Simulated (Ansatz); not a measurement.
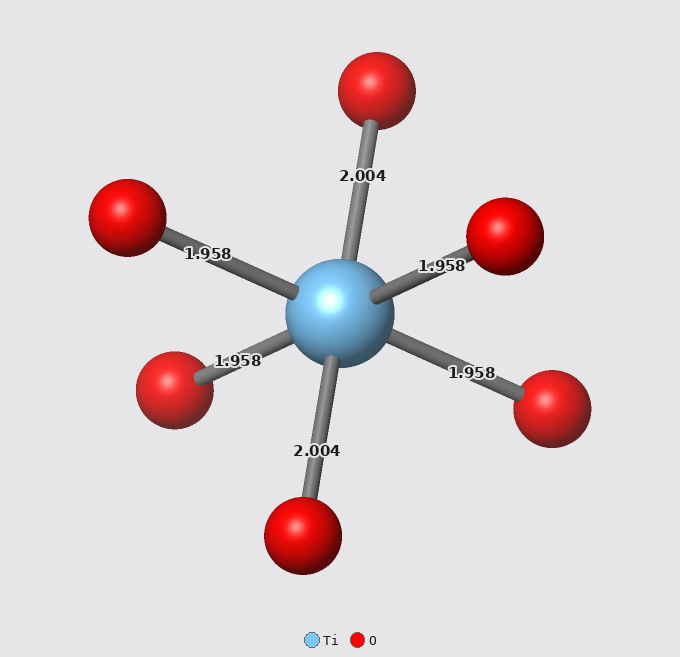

The surroundings of site Ti1 (at 0.000, 0.000, 0.000) in TiO2 in space group P4_2/mnm, with bond lengths in Å.

Origin of the cell: the geometry relaxed with Ansatz, DFT PBE, scalar-relativistic, plane waves, PAW.

```
Ti O
1.0
     4.64328    0.00000    0.00000
     0.00000    4.64328    0.00000
     0.00000    0.00000    2.96388
Ti O
2 4
Direct
  0.00000 0.00000 0.00000
  0.50000 0.50000 0.50000
  0.30513 0.30513 0.00000
  0.19487 0.80513 0.50000
  0.69487 0.69487 0.00000
  0.80513 0.19487 0.50000
```

Bond valence s = exp((R0 − d)/b), R0 fitted to published crystal structures with b = 0.37 Å, summed over all anions within 5 Å; R0 in Å: Ti3+–O 1.778; Ti4+–O 1.801.

### Which oxidation state of Ti do these bonds support?

With the Ti3+ parameters the computed sum is 4 × 0.615 + 2 × 0.543 = 3.54. With the Ti4+ parameters the computed sum is 4 × 0.654 + 2 × 0.578 = 3.77. The sum matches its own assumption best for Ti4+, which also balances the formula's charge.

### And over the whole structure?

```
site              x, y, z  formal valence  bond-valence sum  difference
 Ti1  0.000, 0.000, 0.000              +4              3.87       -0.13
  O1  0.305, 0.305, 0.000              −2              1.93       -0.07
```

These sums include all anions within 5 Å. The global instability index (root mean square of the differences over all atoms) is 0.09 v.u.: little strain. Cells relaxed with PBE tend to have slightly long bonds, which lowers the sums.
